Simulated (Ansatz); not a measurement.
The coordinates of a crystal:

```
CELL_PARAMETERS angstrom
3.31882 0.00000 0.00000
0.00000 3.31882 0.00000
0.00000 0.00000 3.31882
ATOMIC_POSITIONS crystal
Ta 0.00000 0.00000 0.00000
Ta 0.50000 0.50000 0.50000
```

What crystal do these data define?

The element is tantalum. Space group: Im-3m (No. 229). Lattice: body-centred cubic. This arrangement goes by the name body-centred cubic (W type). The cell holds two atoms. The neighbours of Ta are eight Ta in a cubic arrangement at 2.87 Å. Not all metal-metal contacts are counted. The bonds build a three-dimensional framework.

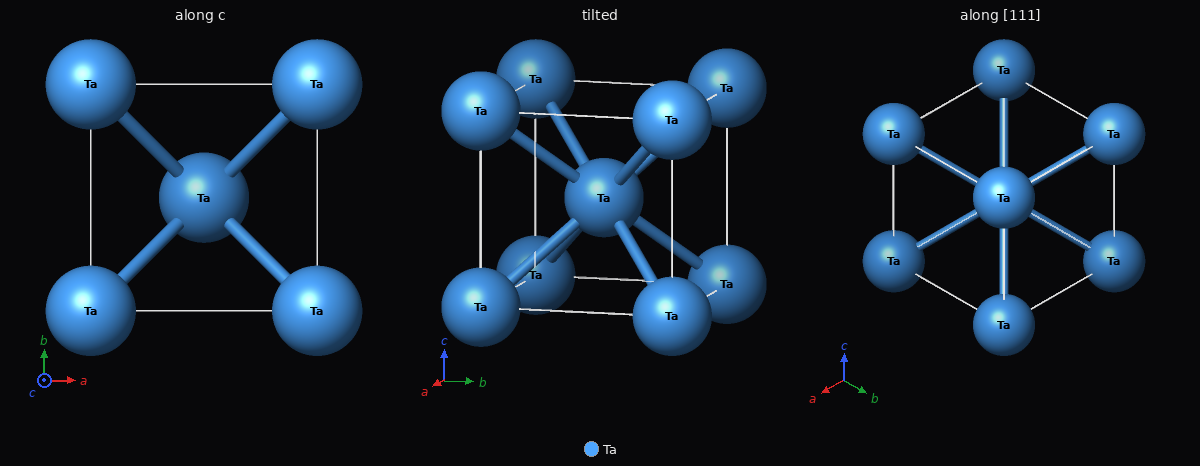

Crystal structure, ball-and-stick style, seen along the c axis, slightly off an axis and along [111]. Lines trace the edges of the conventional unit cell. Colours: tantalum blue.

The cell started as a structure listed in the Materials Project, with elements exchanged, so it need not be a known form of the compound. Relaxation method: DFT PBE, scalar-relativistic, plane waves, PAW (Ansatz).
